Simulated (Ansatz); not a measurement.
# Geometry relaxation, with input and output: InSe (part 1 of 3)

InSe (slab, 8 atoms in the cell), computed with DFT PBE+D3(BJ), scalar-relativistic, plane waves, PAW, PAW set soft_1, no spin polarisation (Ansatz 0.2.0).

The structure derives from an entry of the Crystallography Open Database. The input holds or restrains some coordinates. Forces given for the steps count only the free coordinates. Figures and captions count atoms from 1; the log counts them from 0 in places.

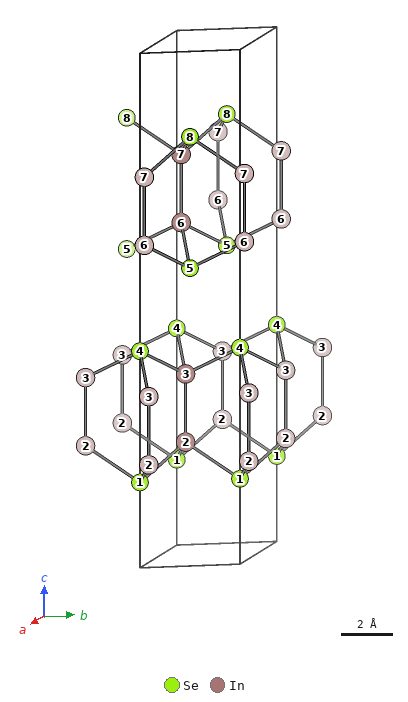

Figure 1. The input geometry (ball-and-stick view of the cell of the calculation, with the vacuum cut short, seen slightly off an axis; neighbours outside the cell are drawn fainter; atoms are numbered from 1 in the order of the input). An atom can appear more than once, as a periodic image. Near neighbours in the periodic cell (some may lie outside the picture): Se has 3 In at 2.66 Å; In has 1 In at 2.79 Å and 3 Se at 2.66 Å.

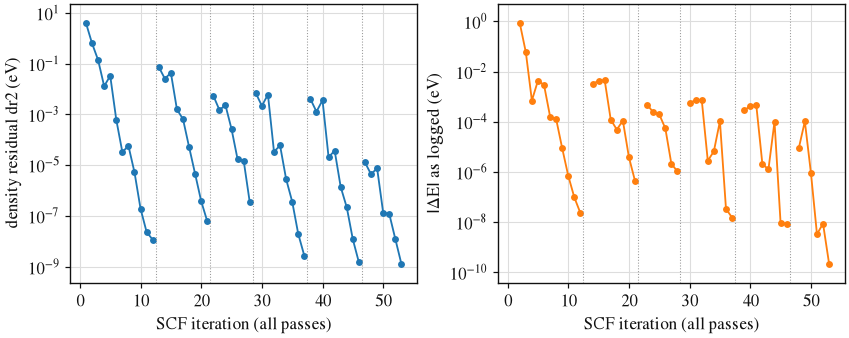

Figure 2. Convergence of the self-consistent field: density residual dr2 and size of the energy change against the SCF iteration. The dotted lines part the SCF passes of the relaxation: geometry steps, rejected trials and re-solves on a re-selected basis. The 6 passes take 7 to 12 iterations each, 53 in all.

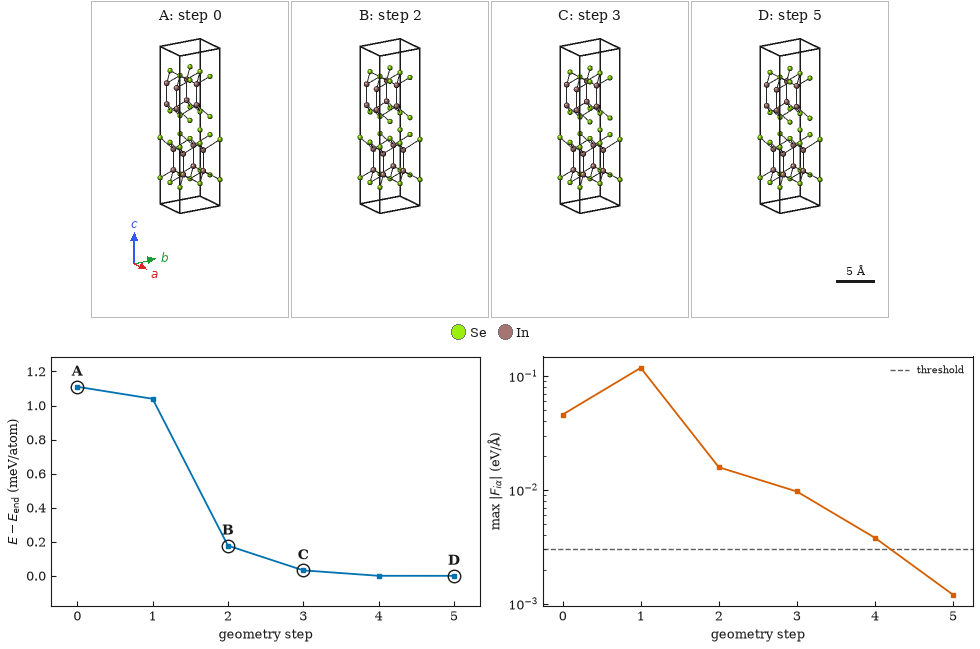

Figure 3. Frames of the restrained relaxation (ball-and-stick view of the 2 × 2 repeat of the cell, with the vacuum cut short, seen slightly off an axis) above the curves, on which the letters mark them (the first geometry is step 0 here and step 1 in the log).

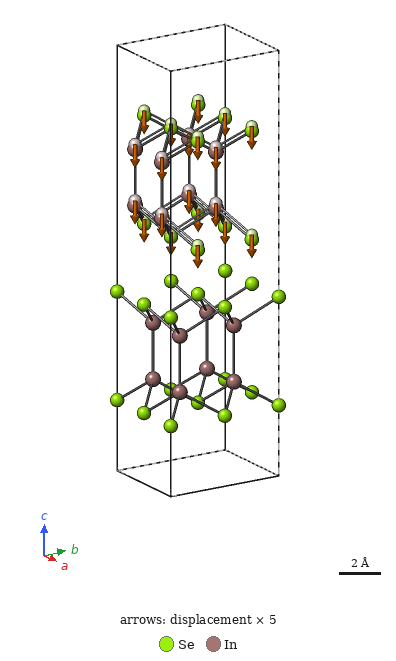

Figure 4. Start (faint) and end (solid) with the displacements as orange arrows, magnified 5 times (ball-and-stick view of the 2 × 2 repeat of the cell, with the vacuum cut short, seen slightly off an axis). The largest moves, 0.24 Å, are those of Se5, In6, In7 and Se8. Largest moves by element: Se 0.24 Å, In 0.24 Å. The lattice vectors keep their values. Over 5 geometry steps the energy falls by 1.1 meV per atom. Largest force component: 0.046 eV/Å at the start, 0.0012 eV/Å at the end. (Atoms are counted from 1 in the order of the input.)

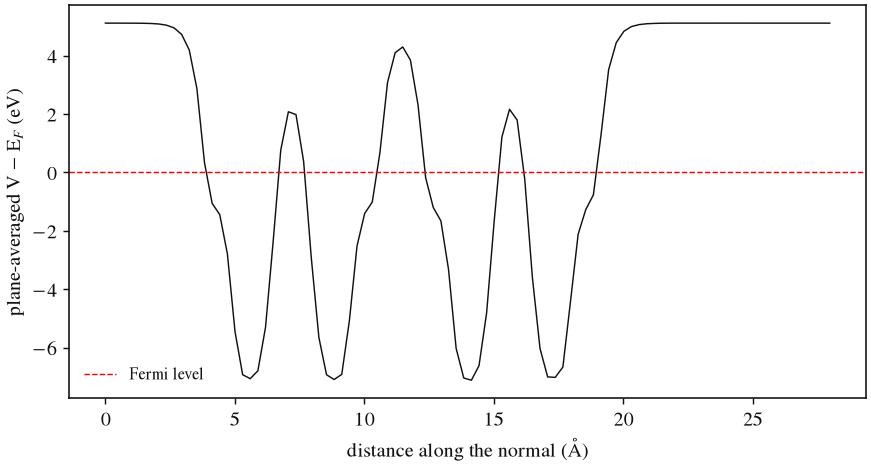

Figure 5. Plane average of the electrostatic potential energy of an electron across the cell, from the Fermi level. The vacuum level lies 5.11 eV above the Fermi level.

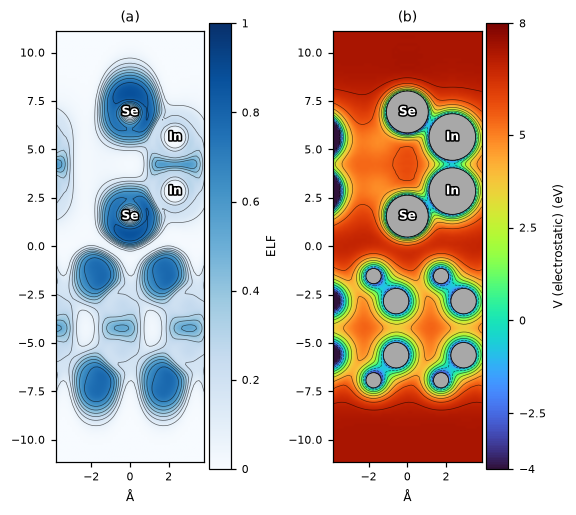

Figure 6. (a) ELF; (b) electrostatic potential energy of an electron on the (110) plane of the calculation cell, a cut from vacuum to vacuum. Grey discs, where drawn, cover atomic cores. Atoms in the plane: Se and In. In–Se (2.66 Å): the ELF is about 0.50 at the midpoint. In–In (2.79 Å): the ELF is about 0.55 at the midpoint. The fields are those of the smooth PAW valence density.

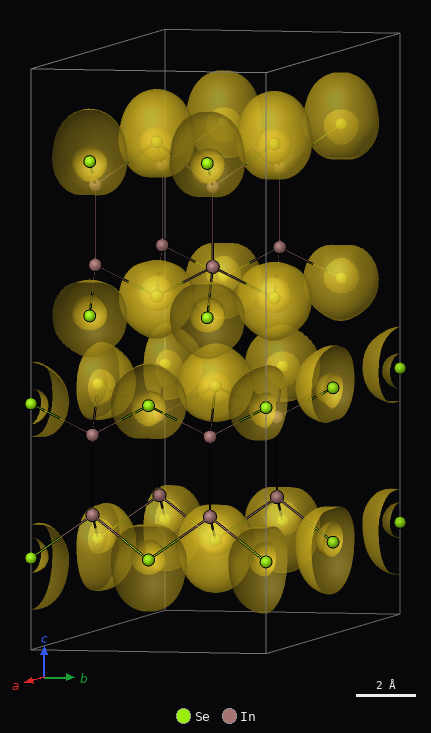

Figure 7. Isosurface of the ELF at 0.65 (yellow), seen at an oblique angle. Core shells and regions of very low density are left out. Sticks mark near contacts. Values along the shortest contacts: In–Se (2.66 Å): the ELF is about 0.50 at the midpoint. In–In (2.79 Å): the ELF is about 0.55 at the midpoint.

These pictures come from the run below.

Input
```yaml
crystal:
  lattice:
    - [4.0266104808, 0.0, 0.0]
    - [-2.0133052404, 3.4871469675, 0.0]
    - [0.0, 0.0, 28.2707100106]
  atoms:
    - { symbol: Se, position: [0.0, 0.0, 0.1591753443] }
    - { symbol: In, position: [0.6666666667, 0.3333333333, 0.2049759006] }
    - { symbol: In, position: [0.6666666667, 0.3333333333, 0.3038187616] }
    - { symbol: Se, position: [0.0, 0.0, 0.3495602272] }
    - { symbol: Se, position: [0.0, 0.5, 0.4674524851] }
    - { symbol: In, position: [-0.6666666667, 0.1666666667, 0.5131938082] }
    - { symbol: In, position: [-0.6666666667, 0.1666666667, 0.612036963] }
    - { symbol: Se, position: [0.0, 0.5, 0.6578371098] }
basis:
  ecutwfc: 420
kpoints:
  mp_grid: { grid: [9, 9, 1] }
hamiltonian:
  xc: pbe
  pseudopotentials: { kind: paw, azcp: { folder: soft_1 } }
  dispersion: d3bj
scf:
  occupations: { method: gaussian, width: 0.05 }
output:
  forces: true
  eigenvalues: true
  write_density: true
  write_potential: true
  elf: true
  volumetric_format: npy
relax:
  adjacent_minimum: "off"
  f_tol: 0.003
  max_steps: 20
  constraints: [{ site: 0 }, { sites: [1, 2, 3, 4, 5, 6, 7], fix: xy }]
efield:
  axis: 3
  dipole_correction: true
  ramp_width: 0.04
```

Run as:
```bash
ansatz run input.yaml --threads 1 --pin off --max-ram 3072MiB --backend cpu --events-out ev --progress --plain --runs-dir out
```

The program's output
```
Engine: ansatz 0.2.0, aarch64-unknown-linux-gnu
Pseudopotentials: kind: paw
Pseudopotential: Se, paw, valence charge 16, recommended cutoff 420 eV (normal), [file]
Pseudopotential: In, paw, valence charge 13, recommended cutoff 420 eV (normal), [file]
Functional definition: PBE
  parameter kappa = 0.804
  parameter beta = 0.06672455060314922
  exchange = pbe_x(kappa = kappa, mu = beta*pi^2/3)
  correlation = pbe_c(beta = beta)
Crystal: 8 atoms, lattice volume = 396.960 Å³
Basis set: ecut = 420 eV, 7811 PW (Γ), exchange–correlation on 54×54×384 points (8 copies of the dense FFT grid, shifted against one another)
Bands: 70, of which v1, the nominal top of the filled ones, is band 58 counted from 1 (57 counted from 0)
Symmetry: 2 space group operations
k-points: 25 of 81 (time reversal used)
Non-local potential: Se, projectors of the file, l = 0: 2, l = 1: 2, l = 2: 3, l = 3: 1
Non-local potential: In, projectors of the file, l = 0: 2, l = 1: 2, l = 2: 2, l = 3: 1
PAW form: soft (Blöchl's): semilocal exchange-correlation on the pseudo side does not see the compensation charge
PAW one-centre angular grid: Se, 590 points (default); XC on 64 Gauss nodes
PAW one-centre angular grid: In, 590 points (default); XC on 64 Gauss nodes
Initial density: superposition of atomic densities (neutral atoms: chi_scale 0, normalization atom)
Initial wavefunctions: pseudopotential atomic-orbital guess
Functional: x = pbe(κ = 0.804, μ = 0.2195149727645171), c = pbe(β = 0.06672455060314922)
SCF iter   1: F=—  HF=-44275.087443 eV  |F-HF|=—  |Δ(HF+E_count)|=         —  Δρ=2.25e-2  dr2=3.96e0  ethr=3.10e-3  p=-0.000 e·Å  D=-1.38e-6 V/Å  ΔV_dip=0.00 eV  dr2_dipole=1.14e-7  V_vac-E_F(+/−)=5.67/5.67 eV  ⟨swp⟩=7.4  Hψ=7431  notcnv=0  defer=6
efield: sawtooth ramp at fractional position 0.8885 (placed from the atoms, in the widest stretch of the axis that holds none; the zero of the levels goes with the place), width 0.0400; the density the first Hamiltonian is built on has a dipole p = -0.000 e·Å; the dipole correction subtracts the counter field D = -1.38e-6 V/Å, which shifts the + side's vacuum level by +0.00 eV against the − side's; the planar-averaged density in the ramp window peaks in size at 1.2e-5 e/Å³
preconditioner: auto → Resta (q_TF=auto, 2.223 Å⁻¹)  ε∞=2.4  [insulator: Δε(μ)=1.291 eV  Ē_g=13.579 eV  σ=0.050 eV  W_gap=1.00  n_scr=86 (ndim 8)  ℏωp=16.2 eV  f_vac=0.400  D(μ)=0.00/eV (n_scr^D=0)  ε∞_Penn≈2.4  vacuum switching on, ρ_ref=1.3e-2 e/Å³]
SCF iter   2: F=—  HF=-44274.231777 eV  |F-HF|=—  |Δ(HF+E_count)|=   8.56e-1  Δρ=1.11e-2  dr2=6.29e-1  ethr=3.10e-3  p=0.000 e·Å  D=7.00e-5 V/Å  ΔV_dip=-0.00 eV  dr2_dipole=5.13e-7  V_vac-E_F(+/−)=5.67/5.68 eV  ⟨swp⟩=3.2  Hψ=2609  notcnv=0  defer=182
SCF iter   3: F=—  HF=-44274.172871 eV  |F-HF|=—  |Δ(HF+E_count)|=   5.89e-2  Δρ=5.91e-3  dr2=1.39e-1  ethr=5.42e-4  p=-0.000 e·Å  D=-8.69e-5 V/Å  ΔV_dip=0.00 eV  dr2_dipole=1.01e-6  V_vac-E_F(+/−)=5.27/5.27 eV  ⟨swp⟩=3.6  Hψ=2813  notcnv=0  defer=182
SCF iter   4: F=—  HF=-44274.172175 eV  |F-HF|=—  |Δ(HF+E_count)|=   6.97e-4  Δρ=1.24e-3  dr2=1.30e-2  ethr=1.20e-4  p=0.001 e·Å  D=2.62e-4 V/Å  ΔV_dip=-0.01 eV  dr2_dipole=9.24e-6  V_vac-E_F(+/−)=5.20/5.21 eV  ⟨swp⟩=2.0  Hψ=2063  notcnv=0  defer=182
SCF iter   5: F=—  HF=-44274.176512 eV  |F-HF|=—  |Δ(HF+E_count)|=   4.34e-3  Δρ=7.85e-4  dr2=3.31e-2  ethr=1.12e-5  p=-0.001 e·Å  D=-6.23e-4 V/Å  ΔV_dip=0.02 eV  dr2_dipole=5.18e-5  V_vac-E_F(+/−)=5.07/5.05 eV  ⟨swp⟩=2.1  Hψ=2268  notcnv=0  defer=182
SCF iter   6: F=—  HF=-44274.173600 eV  |F-HF|=—  |Δ(HF+E_count)|=   2.91e-3  Δρ=2.29e-4  dr2=6.14e-4  ethr=1.12e-5  p=0.000 e·Å  D=1.32e-4 V/Å  ΔV_dip=-0.00 eV  dr2_dipole=2.18e-6  V_vac-E_F(+/−)=5.14/5.14 eV  ⟨swp⟩=1.6  Hψ=1969  notcnv=0  defer=182
SCF iter   7: F=—  HF=-44274.173761 eV  |F-HF|=—  |Δ(HF+E_count)|=   1.61e-4  Δρ=8.13e-5  dr2=3.30e-5  ethr=5.29e-7  p=-0.000 e·Å  D=-1.62e-4 V/Å  ΔV_dip=0.00 eV  dr2_dipole=3.56e-6  V_vac-E_F(+/−)=5.14/5.13 eV  ⟨swp⟩=2.0  Hψ=2038  notcnv=0  defer=182
SCF iter   8: F=—  HF=-44274.173888 eV  |F-HF|=—  |Δ(HF+E_count)|=   1.27e-4  Δρ=4.25e-5  dr2=5.84e-5  ethr=2.85e-8  p=0.001 e·Å  D=6.39e-4 V/Å  ΔV_dip=-0.02 eV  dr2_dipole=5.42e-5  V_vac-E_F(+/−)=5.12/5.14 eV  ⟨swp⟩=2.0  Hψ=3034  notcnv=0  defer=182
SCF iter   9: F=—  HF=-44274.173879 eV  |F-HF|=—  |Δ(HF+E_count)|=   8.68e-6  Δρ=1.62e-5  dr2=5.28e-6  ethr=2.85e-8  p=-0.000 e·Å  D=-1.87e-4 V/Å  ΔV_dip=0.01 eV  dr2_dipole=4.49e-6  V_vac-E_F(+/−)=5.13/5.13 eV  ⟨swp⟩=2.0  Hψ=1815  notcnv=0  defer=182
iter 10 did not close the SCF: its close was put off until two iterations running show no level that it waits for move by more than its bar (scf_convergence_deferred on its scf_iter line)
SCF iter  10: F=-44274.173879 eV  HF=-44274.173879 eV  |F-HF|=5.96e-8  |Δ(HF+E_count)|=   6.90e-7  Δρ=5.74e-6  dr2=1.94e-7  ethr=1.94e-10  p=-0.000 e·Å  D=-2.30e-5 V/Å  ΔV_dip=0.00 eV  dr2_dipole=7.29e-8  V_vac-E_F(+/−)=5.13/5.13 eV  ⟨swp⟩=17.2  Hψ=15455  notcnv=0
iter 11 did not close the SCF: its close was put off until two iterations running show no level that it waits for move by more than its bar (scf_convergence_deferred on its scf_iter line)
SCF iter  11: F=-44274.173879 eV  HF=-44274.173879 eV  |F-HF|=9.83e-9  |Δ(HF+E_count)|=   9.55e-8  Δρ=2.33e-6  dr2=2.35e-8  ethr=1.67e-10  p=-0.000 e·Å  D=-2.43e-6 V/Å  ΔV_dip=0.00 eV  dr2_dipole=7.94e-10  V_vac-E_F(+/−)=5.13/5.13 eV  ⟨swp⟩=7.4  Hψ=11248  notcnv=0
SCF iter  12: F=-44274.173879 eV  HF=-44274.173879 eV  |F-HF|=9.42e-9  |Δ(HF+E_count)|=   2.28e-8  Δρ=7.89e-7  dr2=1.18e-8  ethr=2.03e-11  p=-0.000 e·Å  D=-3.35e-8 V/Å  ΔV_dip=0.00 eV  dr2_dipole=9.65e-13  V_vac-E_F(+/−)=5.13/5.13 eV  ⟨swp⟩=6.1  Hψ=10818  notcnv=0
SCF 1 converged in 12 iterations: F = -44274.173879 eV  dr2 = 1.18e-8
  greatest PAW one-centre occupation: 1.000 electrons in one spin orbital (limit 2), on the Se atom at site 3 (counted from 0), in its partial waves of l = 2
relax step   1: F+E_penalty+E_count = -44274.17387871 eV  Δ(F+E_penalty+E_count) = +0.000e0 eV  max|allowed force component| = 4.595e-2 eV/Å  Δτ_max = 0.0000 Å  (12 SCF iters, dr2 threshold 2.25e-7 eV, accepted)
Initial density: handed on by an earlier stage of this run
Initial wavefunctions: those handed on with the density
iter 1 solved again at ethr=6.45e-5 eV; its pass at ethr=3.10e-3 eV (dr2=7.48e-2 eV) is discarded
```
